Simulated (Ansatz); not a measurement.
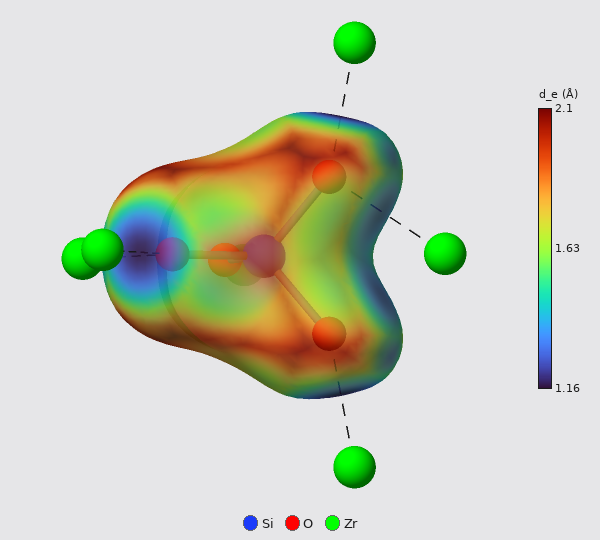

Hirshfeld surface computed for one SiO4 unit (covalently bonded non-metal atoms) in ZrSiO4 in space group I4_1/amd, coloured by d_e. Dashed lines lead to the closest neighbours outside.

The surface is where the fragment's share of the procrystal density (the sum of the densities of spherically averaged neutral Hartree-Fock atoms) equals one half. d_i and d_e are the distances from the surface to the nearest nucleus inside and outside. From Rb on the atoms have core potentials, so only their outer electrons count.

Origin of the cell: the end point of a relaxation in a fixed cell with DFT PBE, scalar-relativistic, plane waves, PAW (Ansatz 0.2.0).

```
Zr Si O
1.0
     6.60700    0.00000    0.00000
     0.00000    6.60700    0.00000
     0.00000    0.00000    5.98200
Zr Si O
4 4 16
Direct
  0.00000 0.50000 0.25000
  0.00000 0.00000 0.00000
  0.50000 0.00000 0.75000
  0.50000 0.50000 0.50000
  0.50000 0.00000 0.25000
  0.00000 0.00000 0.50000
  0.00000 0.50000 0.75000
  0.50000 0.50000 0.00000
  0.50000 0.31516 0.82001
  0.68484 0.00000 0.07001
  0.00000 0.18484 0.32001
  0.31516 0.00000 0.07001
  0.50000 0.18484 0.42999
  0.18484 0.00000 0.67999
  0.50000 0.81516 0.42999
  0.31516 0.50000 0.17999
  0.00000 0.81516 0.32001
  0.18484 0.50000 0.57001
  0.50000 0.68484 0.82001
  0.81516 0.50000 0.57001
  0.00000 0.68484 0.92999
  0.68484 0.50000 0.17999
  0.00000 0.31516 0.92999
  0.81516 0.00000 0.67999
```

Q: What is the shortest distance from the fragment to an atom outside it?

A: O–Zr, 2.12 Å.

Q: How is the surface shared among contacts (nearest atom inside ··· nearest atom outside)?

A: O···O 60 %, O···Zr 37 %, Si···O 1.9 %, O···Si 0.7 %, Si···Si 0.7 %. The surface faces 18 neighbours with more than 2 % of its area each: 12 O + 6 Zr.

Q: Give the size and shape of the surface.

A: It encloses about 41.0 Å³, has an area of about 64 Å² and a globularity of 0.90 (1 for a sphere).
